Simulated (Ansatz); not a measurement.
Structure data:

```
Ti Al
1.0
     3.81714    0.00000    0.00000
     0.00000    3.81714    0.00000
     0.00000    0.00000    8.54546
Ti Al
2 6
Direct
  0.00000 0.00000 0.00000
  0.50000 0.50000 0.50000
  0.50000 0.50000 0.00000
  0.00000 0.50000 0.25000
  0.50000 0.00000 0.25000
  0.00000 0.00000 0.50000
  0.50000 0.00000 0.75000
  0.00000 0.50000 0.75000
```

Question: Give a crystallographic description of this input.

Answer: The solid is TiAl₃. Its lattice is body-centred tetragonal, its space group I4/mmm (No. 139). Counting shared atoms by their share gives 2 Ti, 6 Al, or 8 atoms. About every Ti there are twelve Al in a distorted cuboctahedral arrangement at 2.70 to 2.86 Å. Al is coordinated by eight Al and four Ti in a distorted cuboctahedral arrangement (2.70 to 2.86 Å to Al, 2.70 to 2.86 Å to Ti). The bonds build a three-dimensional framework.

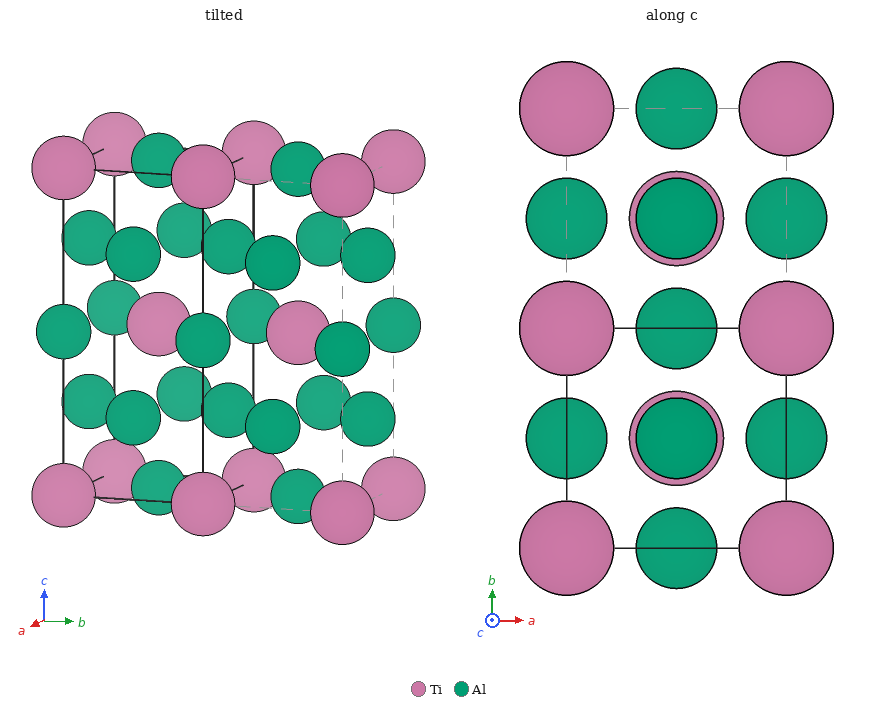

Structure drawing (spheres-only), viewed slightly off an axis and along the c axis. The conventional unit cell (solid box) is repeated to 1×2×1 cells.

Provenance: a structure listed in the Materials Project, with elements exchanged, so it need not be a known form of the compound. Atoms and cell were optimised with Ansatz 0.2.0, DFT PBEsol, scalar-relativistic, plane waves, PAW.
